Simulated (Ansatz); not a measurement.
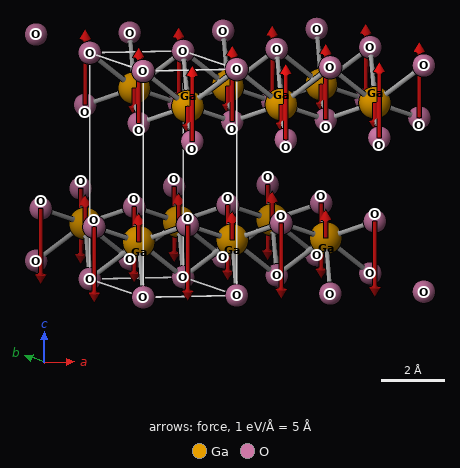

Starting geometry of solid Ga₂O₃ (built on the A-type La2O3 type) with the computed forces as red arrows. A ball-and-stick model of the cell of the calculation, repeated 3 × 2 × 1 with one cell outlined, seen from a free direction.

These are results of DFT, r2SCAN, plane waves, PAW in Ansatz 0.2.0, not measurements.

Input
```yaml
crystal:
  lattice:
    - [3.0245658913, 0.0, 0.0]
    - [-1.5122829457, 2.6193508973, 0.0]
    - [0.0, 0.0, 7.5060673851]
  atoms:
    - { symbol: Ga, position: [0.3333333333, 0.6666666667, 0.1886534479] }
    - { symbol: Ga, position: [0.6666666667, 0.3333333333, 0.8113465521] }
    - { symbol: O, position: [0.0, 0.0, 0.0] }
    - { symbol: O, position: [0.3333333333, 0.6666666667, 0.7129022209] }
    - { symbol: O, position: [0.6666666667, 0.3333333333, 0.2870977791] }
kpoints:
  mp_grid: { grid: [12, 12, 4] }
hamiltonian:
  xc: r2scan
scf:
  occupations: { method: fermi_dirac, width: 0.02 }
relax:
  f_tol: 0.005
  cell: {}
output:
  write_density: true
  write_potential: true
  elf: true
  volumetric_format: npy
```

Command:
```bash
ansatz run input.yaml --threads 2 --pin off --max-ram 20275MiB --backend cpu --events-out ev --progress --plain --runs-dir out
```

Is this structure relaxed? If not, where do the atoms go?

It isn't relaxed: the largest force vector, on O atoms, is 0.51 eV/Å. Measured relative to the changing cell, the final displacements run against the starting forces (cosine between the two patterns −0.55). The largest moves relative to the cell, 0.15 Å, are those of O4 and O5. O4 goes along −c. By element the largest moves are O 0.15 Å, Ga 0.10 Å. The volume changes by −10.8 %, with a = b 3.025 → 2.991 Å (−1.1 %), c 7.506 → 6.846 Å (−8.8 %). Some distances before and after: Ga1–O3 2.248 → 2.221 Å, Ga1–O5 1.896 → 1.869 Å. The space group stays P-3m1 (No. 164). After 6 accepted moves (7 points after the start) the energy has fallen by 16.6 meV per atom. Largest force component: 0.51 eV/Å at the start, 0.0013 eV/Å at the end. Pressure: −7.33 GPa at the start and 0.02 GPa at the end. The SCF was repeated once at an unchanged geometry on a basis and grid sized afresh for the cell, which shifted the energy by 0.9 meV per atom at most.
